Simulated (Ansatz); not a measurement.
**Geometry relaxation of Pt12S (part 1 of 2)**

System: Pt12S (slab, 13 atoms in the cell).
Method: DFT PBE, scalar-relativistic, plane waves, PAW, PAW set soft_1, no spin polarisation (Ansatz 0.2.0).

The structure derives from an entry of the Crystallography Open Database. The input holds or restrains some coordinates. Forces given for the steps count only the free coordinates.

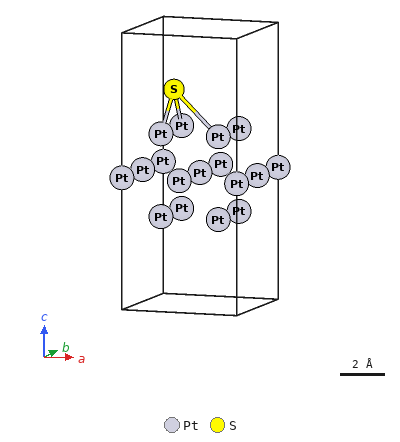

*The input geometry (ball-and-stick view of the cell of the calculation, with the vacuum cut short, seen slightly off an axis). An atom can appear more than once, as a periodic image.*

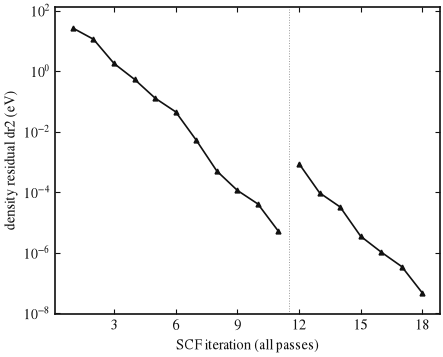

*Convergence of the self-consistent field: density residual dr2 against the SCF iteration. The dotted lines part the SCF passes of the relaxation: geometry steps, rejected trials and re-solves on a re-selected basis.*

The passes take 11 and 7 iterations.

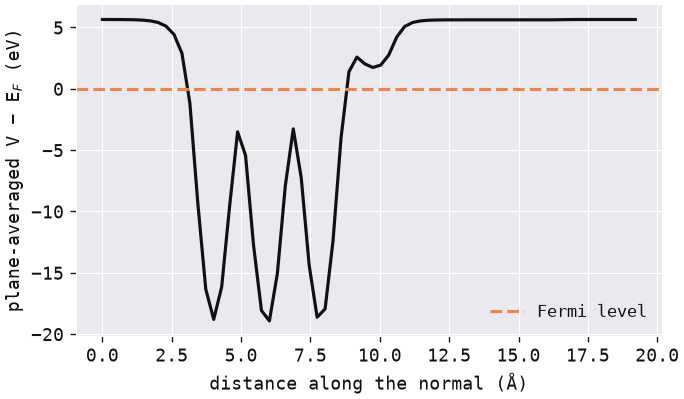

*Plane average of the electrostatic potential energy of an electron across the cell, from the Fermi level.*

The vacuum level lies 5.62 eV above the Fermi level on the upper side and 5.65 eV on the lower.

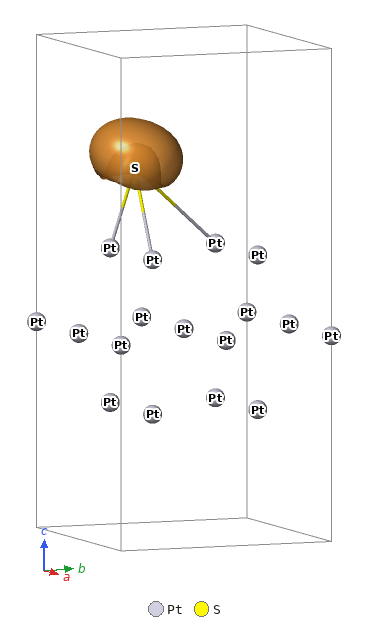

*Isosurface of the electron localisation function at 0.8 (orange), seen slightly off an axis. Core shells and regions of very low density are left out. Sticks mark near contacts.*

Profiles from the grid: Pt–S (2.13 Å): the ELF is about 0.45 at the midpoint. In a PAW calculation such maps are meaningful between the atoms, not at the nuclei.

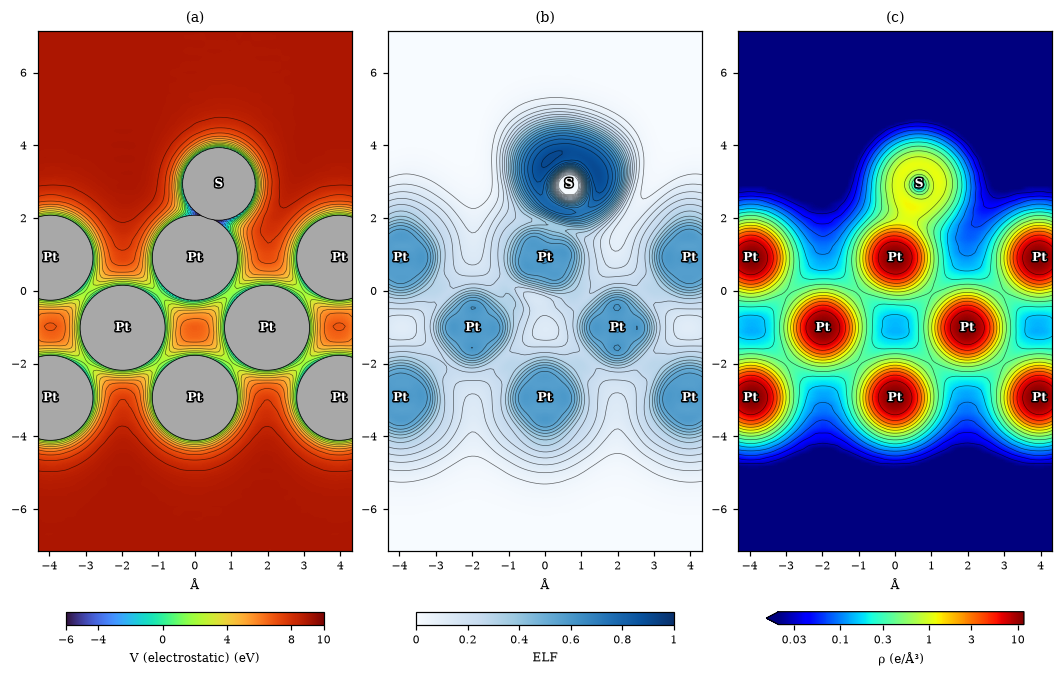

*(a) electrostatic potential (local pseudopotential plus Hartree) felt by an electron; (b) ELF; (c) valence charge density (pseudo) on the (11̄0) plane of the calculation cell, a cut from vacuum to vacuum. Grey discs, where drawn, cover atomic cores.*

Pt–S (2.13 Å): the density is about 1.1 e/Å³ at the midpoint; the ELF is about 0.45 at the midpoint. The density dies away to nearly zero in the vacuum. The strong features right at Pt lie inside the PAW spheres (semicore, d or f shells) and say nothing about bonding.

These pictures come from the run below.

Input:
```yaml
crystal:
  lattice:
    - [5.6143281323, 0.0, 0.0]
    - [0.0, 5.6143281323, 0.0]
    - [0.0, 0.0, 19.3513792169]
  atoms:
    - { symbol: Pt, position: [0.25, 0.25, 0.206703613] }
    - { symbol: Pt, position: [0.25, 0.75, 0.206703613] }
    - { symbol: Pt, position: [0.75, 0.25, 0.206703613] }
    - { symbol: Pt, position: [0.75, 0.75, 0.206703613] }
    - { symbol: Pt, position: [0.0, 0.0, 0.3062504943] }
    - { symbol: Pt, position: [0.0, 0.5, 0.3062504943] }
    - { symbol: Pt, position: [0.5, 0.0, 0.3062504943] }
    - { symbol: Pt, position: [0.5, 0.5, 0.3062504943] }
    - { symbol: Pt, position: [0.25, 0.25, 0.4057271127] }
    - { symbol: Pt, position: [0.25, 0.75, 0.4057271127] }
    - { symbol: Pt, position: [0.75, 0.25, 0.4057271127] }
    - { symbol: Pt, position: [0.75, 0.75, 0.4057271127] }
    - { symbol: S, position: [0.3333333333, 0.3333333333, 0.5103995985] }
basis:
  ecutwfc: 420
kpoints:
  mp_grid: { grid: [5, 5, 1] }
hamiltonian:
  xc: pbe
  pseudopotentials: { kind: paw, azcp: { folder: soft_1 } }
scf:
  occupations: { method: gaussian, width: 0.1 }
output:
  forces: true
  eigenvalues: true
  write_density: true
  write_potential: true
  elf: true
  volumetric_format: npy
relax:
  adjacent_minimum: "off"
  f_tol: 0.025
  max_steps: 16
  constraints:
    - { sites: [0, 1, 2, 3, 4, 5, 6, 7, 8, 9, 10, 11] }
    - { sites: [12], fix: xy }
efield:
  axis: 3
  dipole_correction: true
  ramp_width: 0.04
```

Launched with:
```bash
ansatz run input.yaml --threads 8 --pin off --max-ram 22528MiB --backend cpu --events-out ev --progress --plain --runs-dir out
```

What the program printed:
```
Engine: ansatz 0.2.0, aarch64-unknown-linux-gnu
Pseudopotentials: kind: paw
Pseudopotential: Pt, paw, valence charge 18, recommended cutoff 420 eV (normal), [file]
Pseudopotential: S, paw, valence charge 6, recommended cutoff 420 eV (normal), [file]
Functional definition: PBE
  parameter kappa = 0.804
  parameter beta = 0.06672455060314922
  exchange = pbe_x(kappa = kappa, mu = beta*pi^2/3)
  correlation = pbe_c(beta = beta)
Crystal: 13 atoms, lattice volume = 609.969 Å³
Basis set: ecut = 420 eV, 11901 PW (Γ), exchange–correlation on 80×80×270 points (8 copies of the dense FFT grid, shifted against one another)
Bands: 134, of which v1, the nominal top of the filled ones, is band 111 counted from 1 (110 counted from 0)
Symmetry: 2 space group operations
Space group: Cm (ITA 8), of the structure as read, at distance tolerance 8.5e-5 Å
k-points: 9 of 25 (time reversal used)
Non-local potential: Pt, projectors of the file, l = 0: 3, l = 1: 2, l = 2: 2, l = 3: 1
Non-local potential: S, projectors of the file, l = 0: 2, l = 1: 2, l = 2: 1
PAW form: soft (Blöchl's): semilocal exchange-correlation on the pseudo side does not see the compensation charge
PAW one-centre angular grid: Pt, 590 points (default); XC on 64 Gauss nodes
PAW one-centre angular grid: S, 110 points (default); XC on 64 Gauss nodes
Initial density: superposition of atomic densities (neutral atoms: chi_scale 0, normalization atom)
Initial wavefunctions: pseudopotential atomic-orbital guess
Functional: x = pbe(κ = 0.804, μ = 0.2195149727645171), c = pbe(β = 0.06672455060314922)
SCF iter   1: F=—  HF=-151196.371398 eV  |F-HF|=—  |Δ(HF+E_count)|=         —  Δρ=5.38e-2  dr2=2.64e1  ethr=3.10e-3  p=0.000 e·Å  D=4.58e-6 V/Å  ΔV_dip=-0.00 eV  dr2_dipole=8.42e-1  V_vac-E_F(+/−)=4.73/4.73 eV  ⟨swp⟩=8.3  Hψ=5292  notcnv=0  defer=25
efield: sawtooth ramp at fractional position 0.8386 (placed from the atoms, in the widest stretch of the axis that holds none; the zero of the levels goes with the place), width 0.0400; the density the first Hamiltonian is built on has a dipole p = 0.000 e·Å; the dipole correction subtracts the counter field D = 4.58e-6 V/Å, which shifts the + side's vacuum level by -0.00 eV against the − side's; the planar-averaged density in the ramp window peaks in size at 7.6e-6 e/Å³
preconditioner: auto → LDOS  [metal: Δε(μ)=0.012 eV  Ē_g=6.768 eV  σ=0.100 eV  W_gap=0.07  n_scr=122 (ndim 8)  ℏωp=16.9 eV  f_vac=0.587  D(μ)=21.32/eV (n_scr^D=154)  β→1.0]
SCF iter   2: F=—  HF=-151194.786024 eV  |F-HF|=—  |Δ(HF+E_count)|=    1.59e0  Δρ=4.06e-2  dr2=1.13e1  ethr=3.10e-3  p=0.063 e·Å  D=1.88e-2 V/Å  ΔV_dip=-0.36 eV  dr2_dipole=2.76e-1  V_vac-E_F(+/−)=5.62/5.98 eV  ⟨swp⟩=3.0  Hψ=3142  notcnv=0  defer=111
SCF iter   3: F=—  HF=-151191.866819 eV  |F-HF|=—  |Δ(HF+E_count)|=    2.92e0  Δρ=1.18e-2  dr2=1.79e0  ethr=3.10e-3  p=0.053 e·Å  D=1.57e-2 V/Å  ΔV_dip=-0.30 eV  dr2_dipole=1.31e-1  V_vac-E_F(+/−)=5.37/5.67 eV  ⟨swp⟩=2.0  Hψ=2351  notcnv=0  defer=112
SCF iter   4: F=—  HF=-151191.656645 eV  |F-HF|=—  |Δ(HF+E_count)|=   2.10e-1  Δρ=4.88e-3  dr2=5.33e-1  ethr=8.08e-4  p=0.015 e·Å  D=4.43e-3 V/Å  ΔV_dip=-0.09 eV  dr2_dipole=5.76e-4  V_vac-E_F(+/−)=5.50/5.59 eV  ⟨swp⟩=2.0  Hψ=1968  notcnv=0  defer=112
SCF iter   5: F=—  HF=-151191.621301 eV  |F-HF|=—  |Δ(HF+E_count)|=   3.53e-2  Δρ=2.78e-3  dr2=1.28e-1  ethr=2.40e-4  p=0.013 e·Å  D=4.00e-3 V/Å  ΔV_dip=-0.08 eV  dr2_dipole=1.14e-2  V_vac-E_F(+/−)=5.60/5.68 eV  ⟨swp⟩=2.0  Hψ=1449  notcnv=0  defer=112
SCF iter   6: F=—  HF=-151191.616706 eV  |F-HF|=—  |Δ(HF+E_count)|=   4.59e-3  Δρ=1.58e-3  dr2=4.52e-2  ethr=5.78e-5  p=0.008 e·Å  D=2.45e-3 V/Å  ΔV_dip=-0.05 eV  dr2_dipole=4.47e-3  V_vac-E_F(+/−)=5.60/5.65 eV  ⟨swp⟩=1.4  Hψ=1160  notcnv=0  defer=112
SCF iter   7: F=—  HF=-151191.615054 eV  |F-HF|=—  |Δ(HF+E_count)|=   1.65e-3  Δρ=5.23e-4  dr2=5.23e-3  ethr=2.04e-5  p=0.006 e·Å  D=1.72e-3 V/Å  ΔV_dip=-0.03 eV  dr2_dipole=3.87e-4  V_vac-E_F(+/−)=5.61/5.65 eV  ⟨swp⟩=1.7  Hψ=1405  notcnv=0  defer=112
SCF iter   8: F=—  HF=-151191.614507 eV  |F-HF|=—  |Δ(HF+E_count)|=   5.47e-4  Δρ=1.70e-4  dr2=5.02e-4  ethr=2.36e-6  p=0.006 e·Å  D=1.66e-3 V/Å  ΔV_dip=-0.03 eV  dr2_dipole=1.64e-5  V_vac-E_F(+/−)=5.62/5.65 eV  ⟨swp⟩=2.1  Hψ=1656  notcnv=0  defer=112
SCF iter   9: F=—  HF=-151191.614535 eV  |F-HF|=—  |Δ(HF+E_count)|=   2.85e-5  Δρ=7.69e-5  dr2=1.15e-4  ethr=2.26e-7  p=0.006 e·Å  D=1.78e-3 V/Å  ΔV_dip=-0.03 eV  dr2_dipole=1.28e-5  V_vac-E_F(+/−)=5.61/5.65 eV  ⟨swp⟩=1.8  Hψ=1537  notcnv=0  defer=112
SCF iter  10: F=—  HF=-151191.614539 eV  |F-HF|=—  |Δ(HF+E_count)|=   3.59e-6  Δρ=4.75e-5  dr2=4.09e-5  ethr=5.17e-8  p=0.006 e·Å  D=1.76e-3 V/Å  ΔV_dip=-0.03 eV  dr2_dipole=4.55e-6  V_vac-E_F(+/−)=5.61/5.65 eV  ⟨swp⟩=1.4  Hψ=1240  notcnv=0  defer=112
SCF iter  11: F=-151191.614536 eV  HF=-151191.614541 eV  |F-HF|=4.61e-6  |Δ(HF+E_count)|=   1.80e-6  Δρ=1.54e-5  dr2=5.11e-6  ethr=7.04e-9  p=0.006 e·Å  D=1.71e-3 V/Å  ΔV_dip=-0.03 eV  dr2_dipole=5.57e-7  V_vac-E_F(+/−)=5.61/5.65 eV  ⟨swp⟩=25.4  Hψ=12153  notcnv=0
SCF 1 converged in 11 iterations: F = -151191.614536 eV  dr2 = 5.11e-6
  greatest PAW one-centre occupation: 1.000 electrons in one spin orbital (limit 2), on the Pt atom at site 8 (counted from 0), in its partial waves of l = 0
relax step   1: F+E_penalty+E_count = -151191.61453610 eV  Δ(F+E_penalty+E_count) = +0.000e0 eV  max|allowed force component| = 5.927e-2 eV/Å  Δτ_max = 0.0000 Å  (11 SCF iters, dr2 threshold 1.56e-5 eV, accepted)
Initial density: handed on by an earlier stage of this run
Initial wavefunctions: those handed on with the density
iter 1 solved again at ethr=3.95e-7 eV; its pass at ethr=3.10e-3 eV (dr2=8.77e-4 eV) is discarded
SCF iter   1: F=—  HF=-151191.614921 eV  |F-HF|=—  |Δ(HF+E_count)|=         —  Δρ=1.52e-4  dr2=8.78e-4  ethr=3.95e-7  p=0.006 e·Å  D=1.71e-3 V/Å  ΔV_dip=-0.03 eV  dr2_dipole=3.15e-4  V_vac-E_F(+/−)=5.61/5.65 eV  ⟨swp⟩=2.0  Hψ=3000  notcnv=0
efield: sawtooth ramp at fractional position 0.8386 (handed on by an earlier solve), width 0.0400; the density the first Hamiltonian is built on has a dipole p = 0.006 e·Å; the dipole correction subtracts the counter field D = 1.71e-3 V/Å, which shifts the + side's vacuum level by -0.03 eV against the − side's; the planar-averaged density in the ramp window peaks in size at 8.0e-6 e/Å³
preconditioner: auto → LDOS  [metal: Δε(μ)=0.006 eV  Ē_g=6.930 eV  σ=0.100 eV  W_gap=0.03  n_scr=122 (ndim 8)  ℏωp=16.9 eV  f_vac=0.587  D(μ)=30.15/eV (n_scr^D=286)  β→1.0]
SCF iter   2: F=—  HF=-151191.614898 eV  |F-HF|=—  |Δ(HF+E_count)|=   2.22e-5  Δρ=5.70e-5  dr2=9.54e-5  ethr=3.95e-7  p=0.005 e·Å  D=1.52e-3 V/Å  ΔV_dip=-0.03 eV  dr2_dipole=2.83e-5  V_vac-E_F(+/−)=5.62/5.65 eV  ⟨swp⟩=1.3  Hψ=1102  notcnv=0
SCF iter   3: F=—  HF=-151191.614644 eV  |F-HF|=—  |Δ(HF+E_count)|=   2.55e-4  Δρ=5.04e-5  dr2=3.26e-5  ethr=4.30e-8  p=0.005 e·Å  D=1.48e-3 V/Å  ΔV_dip=-0.03 eV  dr2_dipole=1.84e-6  V_vac-E_F(+/−)=5.62/5.65 eV  ⟨swp⟩=2.8  Hψ=2047  notcnv=0
SCF iter   4: F=—  HF=-151191.614637 eV  |F-HF|=—  |Δ(HF+E_count)|=   6.12e-6  Δρ=1.32e-5  dr2=3.51e-6  ethr=1.47e-8  p=0.005 e·Å  D=1.46e-3 V/Å  ΔV_dip=-0.03 eV  dr2_dipole=4.98e-8  V_vac-E_F(+/−)=5.62/5.65 eV  ⟨swp⟩=2.8  Hψ=2049  notcnv=0
SCF iter   5: F=—  HF=-151191.614637 eV  |F-HF|=—  |Δ(HF+E_count)|=   2.52e-7  Δρ=8.33e-6  dr2=1.05e-6  ethr=1.58e-9  p=0.005 e·Å  D=1.46e-3 V/Å  ΔV_dip=-0.03 eV  dr2_dipole=2.59e-10  V_vac-E_F(+/−)=5.62/5.65 eV  ⟨swp⟩=3.0  Hψ=1914  notcnv=0
SCF iter   6: F=—  HF=-151191.614637 eV  |F-HF|=—  |Δ(HF+E_count)|=   8.58e-8  Δρ=4.89e-6  dr2=3.49e-7  ethr=4.73e-10  p=0.005 e·Å  D=1.46e-3 V/Å  ΔV_dip=-0.03 eV  dr2_dipole=2.00e-9  V_vac-E_F(+/−)=5.62/5.65 eV  ⟨swp⟩=1.1  Hψ=1095  notcnv=0
SCF iter   7: F=-151191.614637 eV  HF=-151191.614637 eV  |F-HF|=6.06e-8  |Δ(HF+E_count)|=   1.34e-7  Δρ=1.67e-6  dr2=4.70e-8  ethr=4.50e-11  p=0.005 e·Å  D=1.45e-3 V/Å  ΔV_dip=-0.03 eV  dr2_dipole=7.16e-12  V_vac-E_F(+/−)=5.62/5.65 eV  ⟨swp⟩=15.2  Hψ=10021  notcnv=0
SCF 2 converged in 7 iterations: F = -151191.614637 eV  dr2 = 4.70e-8
```
